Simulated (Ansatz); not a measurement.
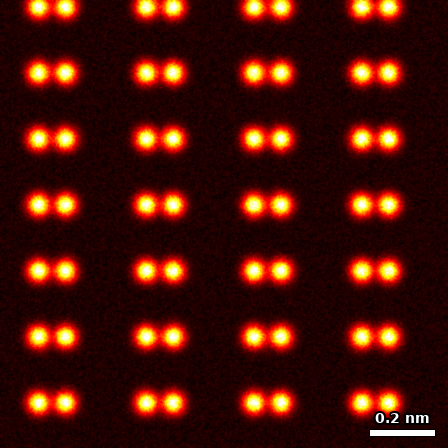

HAADF-like image of a crystal. Simulated incoherent Z contrast: every atom adds Z^1.6 spread by a probe of 0.50 Å full width; channelling and multiple scattering are left out. The display is stretched by a gamma of 0.8; percentages refer to the linear signal. Shot noise was added.

**Measure the repeat of the pattern.**

The pattern repeats on a rectangular net of 2.1 × 3.4 Å.

**What is the plane group of the image?**

p2mm: mirror lines in two perpendicular directions, with twofold points where they cross.

**How many columns does the smallest repeating cell hold, and how many levels of brightness?**

2 columns in the primitive cell of 6.9 Å², all of one brightness.

The crystal is W (Fd-3m, No. 227) seen along [211]. Model: the input geometry of a calculation; the starting structure was generated, so it need not be a known form of this composition.
